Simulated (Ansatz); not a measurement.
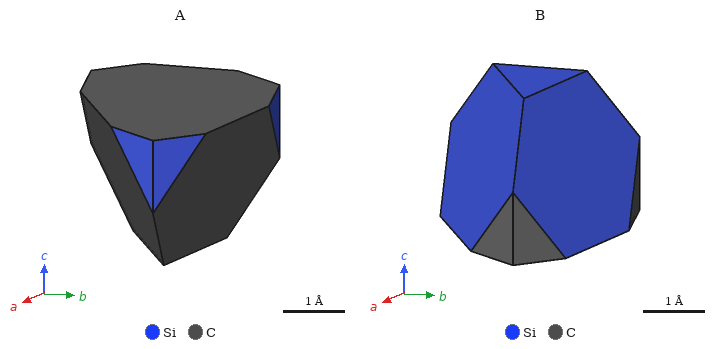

Computed Voronoi cells of the 2 sites of this structure, drawn to one scale and in one orientation; each face has the colour of the neighbour behind it.

SiC, space group P6_3mc (No. 186), a = 3.191 Å, b = 3.191 Å, c = 5.241 Å, α = 90.00°, β = 90.00°, γ = 120.00°

| site | Wyckoff | x | y | z |
| --- | --- | --- | --- | --- |
| Si | 2b | 0.3333 | 0.6667 | 0.0045 |
| C | 2b | 0.3333 | 0.6667 | 0.3805 |

Origin: the end point of a relaxation at fixed volume with DFT PBE, scalar-relativistic, plane waves, PAW in Ansatz 0.2.0.

Question: Which cell belongs to which site?

Answer: A is Si (11 faces above 1 % of the solid angle, 11.6 Å³, mostly facing C); B is C (11 faces above 1 % of the solid angle, 11.6 Å³, mostly facing Si).
